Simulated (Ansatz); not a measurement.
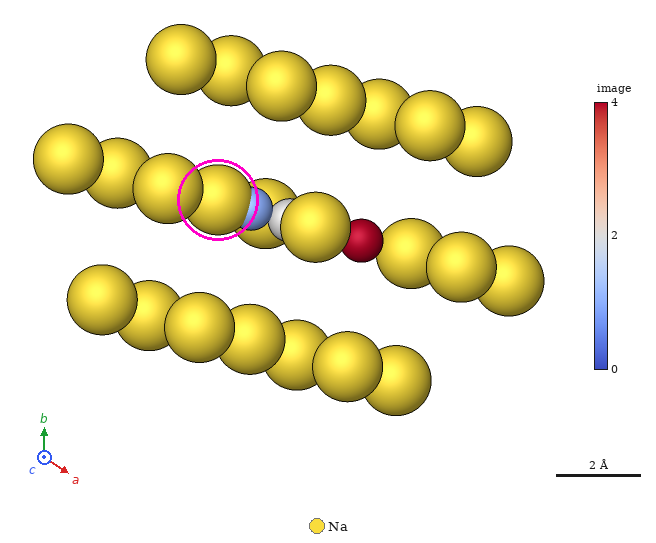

A search for the minimum-energy path of a defect cell of composition Na with a Na vacancy (19 atoms in the cell) by the nudged elastic band. Images are numbered from 0 (start) to 4 (end). The start is drawn whole; smaller spheres mark the moving atoms (Na) in the later images, joined by lines and coloured by the number of the image. A spheres-only model of the atoms within 6.0 Å of the middle of the path, seen along the c axis. The moving atom is ringed, with any periodic copies.

Method: Ansatz, DFT PBEsol, scalar-relativistic, plane waves, PAW. Set-up: plane-wave cutoff 420 eV; k-point mesh 4 × 4 × 4; Gaussian smearing 0.1 eV; 3 movable images; climbing image from the first iteration; force threshold 0.05 eV/Å; iteration limit 60.

Q: Describe the path and its energy.

A: It is a vacancy jump: a nearby atom moves into the empty site and leaves its own site empty. A Na atom travels furthest, 3.62 Å from end to end, roughly along [3 1 1], on a straight line. At the highest image its nearest neighbour (Na) is 3.43 Å away, against 3.66 Å at the start, and the surrounding atoms stand up to 0.30 Å off the mean of their end positions. The two ends have the same energy, and the highest point, image 2, lies 0.128 eV above the start. The band converged in 5 iterations. The largest component of the band force went from 0.19 to 0.0076 eV/Å. The climbing image converged on the top of the path. Its curvatures weren't checked.

The run took 14 min on 4 threads of Intel(R) Xeon(R) Platinum 8259CL CPU @ 2.50GHz (Skylake/Cascade Lake), with other jobs on the host, peak memory 6.8 GiB.
